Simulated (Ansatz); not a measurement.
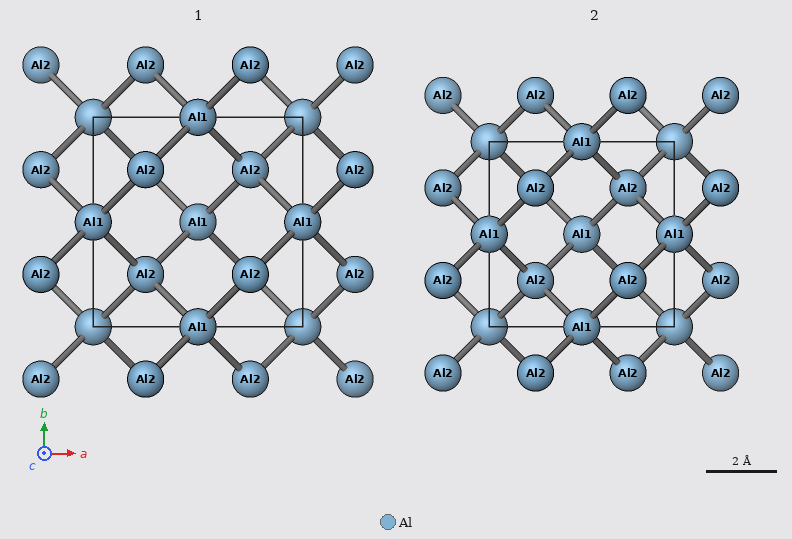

Two geometries of crystalline Al (built on the diamond_227 type) (coarse preliminary run), drawn at one scale. One is the start of a relaxation, the other its converged end. A ball-and-stick model of the conventional cell (4 times the calculation's cell), seen along the c axis. Lengths and directions refer to the drawn axes.

Theory: DFT r2SCAN, scalar-relativistic, plane waves, PAW in Ansatz. Set-up: plane-wave cutoff 500 eV; k-point mesh 6 × 6 × 6; occupations gaussian; smearing width 0.1 eV; no spin polarisation; cell and atoms relaxed; force threshold 0.04 eV/Å; at most 70 steps.

> Which one is relaxed?

Structure 1 is the relaxed one. Case: diamond type (Fd-3m, No. 227). After 4 accepted moves (5 points after the start) the energy has fallen by 1.244 eV per cell of the calculation. All forces vanish by symmetry, so only the cell relaxes. Pressure: 31.37 GPa at the start and 0.11 GPa at the end. At 1 point the geometry stayed and the basis and grid were re-selected for the new cell (energy shift of 2.0 meV per cell of the calculation at most each time). The atoms keep their places relative to the cell (all moves are under 0.005 Å). The drawn cell changes as follows: a = b = c 5.320 → 6.020 Å (+13.2 %); the volume changes by +44.9 %. Among the contacts that change: Al1–Al2 2.304 → 2.607 Å. The space group stays Fd-3m (No. 227). The run took of the order of 9 core-seconds on a shared host.
